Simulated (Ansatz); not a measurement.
# Does disorder add resistance in series? Ag(111) layers with 25 % Rh

Two lengths of the disordered region are known. What area resistance does the third give?

**Method.** Ansatz 0.2.0, plane waves with PAW datasets at their recommended cutoffs (420 eV for most), Fermi-Dirac smearing; ballistic transmission by layer matching. The area resistance is RA = A (h/2e²)(1/T − 1/N), with T the zone-mean transmission per spin and N the lead's channels, both averaged over a few energies near the Fermi level; for magnets each spin is taken apart, with h/e², and the two conduct in parallel. Lateral cell 2x2, PBE, a fresh random draw for each length.

Results; the value marked ? is to be predicted:

```
length (Å)  channels N  RA (fΩ m²)
      9.44       3.234        1.25
      18.9       3.234        1.99
      28.3       3.266           ?
```

**Estimate by hand.**

Ohm's law makes RA linear in the length: the slope is (1.99 − 1.25)/(18.9 − 9.44) = 0.0779 fΩ m² per Å, or 78 µΩ cm. Then 1.99 + 0.0779 × 9.44. Predicted: 2.72 fΩ m².

What the run gave:

3.18 fΩ m², so the prediction is 14 % too low. The three lengths together give 102 µΩ cm. The two increments are 0.74 and 1.2 fΩ m²; with one draw for each length, their difference can't be told from scatter.

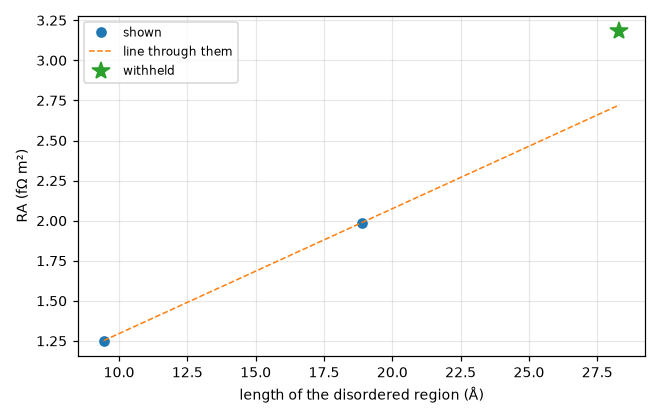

Area resistance against length.

Caveats: The scatterers repeat sideways with the small cell. The slope is a raw one; a model of isotropic scattering puts it 1.00 times the bulk value over these lengths. Atoms sit unrelaxed on the host's lattice, and the pair may not mix at random in practice.

[Logs are printed without paths, hosts, clocks, repeated set-up lines and the standing remarks that a program may print on its own settings, such as how far it seeks lower states.]
